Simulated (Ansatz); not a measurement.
**What do other settings change for the unslipped end of a generalised stacking fault on (111) (shuffle set) of a GaAs-GaSb solid solution (48 atoms)?**

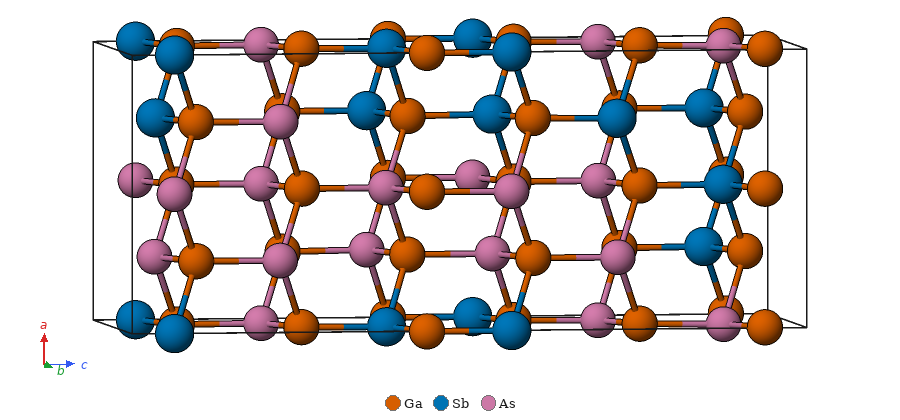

The cell (gallium orange, antimony blue, arsenic pink). Some periodic images of atoms are drawn too.

The cell holds 48 atoms: 24 Ga, 10 Sb and 14 As. Cell: a = 8.267 Å, b = 7.159 Å, c = 20.249 Å, α = 90.0°, β = 90.0°, γ = 90.0°. It derives from GaAs and GaSb. Zinc-blende GaAs lattice (a = 5.8453 Å, the value set for the mixture), cell with z along [111], 2 x 1 x 2 periods; the third cell vector is tilted by 0.000 of 1/2[1-10] and lengthened by 0 Å, so the stacking has no slip (shuffle set); displaced by a Gaussian of 0.01 Å; 10 of 24 As sites given to Sb at random (lattice constant by Vegard's rule between GaAs and GaSb).

Geometry: as built.

Reference run: Kohn-Sham DFT, PBE, PAW (set soft_2), plane waves (Ansatz 0.2.0), cutoff 420 eV, k-mesh 2×2×1, gaussian smearing of 0.025 eV.

| Quantity | Value |
| --- | --- |
| r.m.s. force component | 0.4985 eV/Å |
| pressure | 3.53 GPa |
| gap (highest filled to lowest empty level) | 0.1795 eV |
| SCF cycles | 9 |
| time | 59 s on 4 threads of Intel Xeon Platinum 8488C (Sapphire Rapids), shared host |

Variants, in no order:
A. hamiltonian.pseudopotentials.kind = "nc", scf.algorithm = "density_mixing" and scf.initial_density.chi_scale = 0.0
B. support functions medium, radius 4.59 Å
C. support functions medium, radius 5.9 Å
D. support functions high

Q: Order the variants from the smallest to the largest r.m.s. change of the forces.

D, C, B, A.

| variant | Δ force, r.m.s. (meV/Å) | share of r.m.s. force (%) |
| --- | --- | --- |
| D. support functions high | 0.071 | 0.0143 |
| C. support functions medium, radius 5.9 Å | 0.175 | 0.0351 |
| B. support functions medium, radius 4.59 Å | 0.428 | 0.0858 |
| A. hamiltonian.pseudopotentials.kind = "nc", scf.algorithm = "density_mixing" and scf.initial_density.chi_scale = 0.0 | 1.91 | 0.383 |

[Hosts, paths, dates, database ids (printed as entryN), source tags and the programs' standing remarks are cut or masked in the printed files.]
